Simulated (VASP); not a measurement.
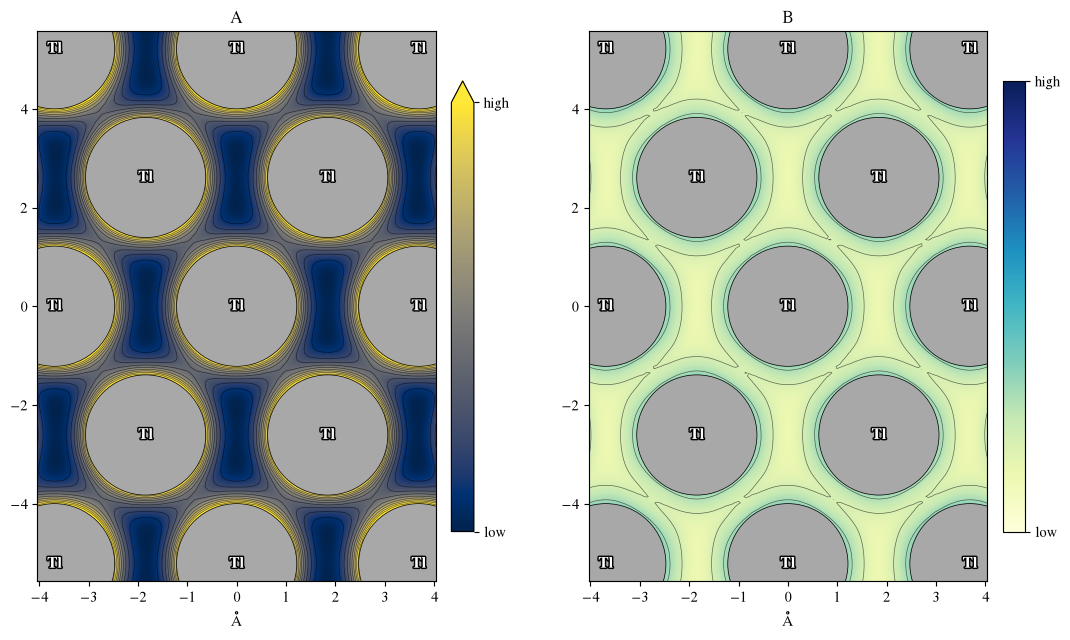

Tl: 2 fields on the (11̄0) plane of the conventional cell, with unlabelled colour scales. Grey discs cover the atomic cores.

Space group Im-3m; a generated structure, not necessarily the stable one; changed on purpose from its base cell (volume × 0.92); computed pressure about 5 GPa in this cell.

These are results of Kohn-Sham DFT of a periodic cell, LDA, VASP PAW LDA potentials, recommended in VASP 6.6.1, not measurements.

Question: The panels show electron localisation function and valence pseudo-density in some order. Assign them.

Answer: Panel A: valence pseudo-density. Panel B: electron localisation function. From the grid: Tl–Tl (3.19 Å): the density is about 0.17 e/Å³ at the midpoint; the ELF is about 0.20 at the midpoint: no localised pair shows between them.
